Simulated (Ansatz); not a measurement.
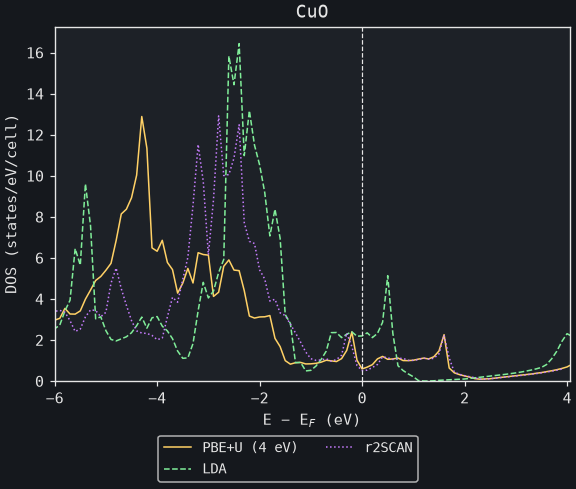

Total densities of states of CuO, space group Cccm (No. 66), 4 atoms in the cell, by three methods on the same cell. Each is counted from its own Fermi level.

### What changes from one method to the other?

PBE+U (4 eV) gives a metal with about 1.1 states per eV and cell at the Fermi level, LDA gives a metal with about 2.2 states per eV and cell at the Fermi level and r2SCAN gives a metal with about 0.83 states per eV and cell at the Fermi level.

Settings. PBE+U (4 eV): DFT PBE+U, scalar-relativistic, plane waves, PAW, Ueff = 4 eV on Cu d, spin-polarised, 14×14×8 k mesh, 420 eV cutoff (Ansatz). LDA: DFT LDA, scalar-relativistic, plane waves, PAW, no spin polarisation, 14×14×8 k mesh, 420 eV cutoff (Ansatz 0.2.0). r2SCAN: DFT r2SCAN, scalar-relativistic, plane waves, PAW, spin-polarised, 14×14×8 k mesh, 500 eV cutoff, Gaussian smearing of 0.1 eV (Ansatz).

The run may have settled in a state above the lowest, so this need not be the ground state.
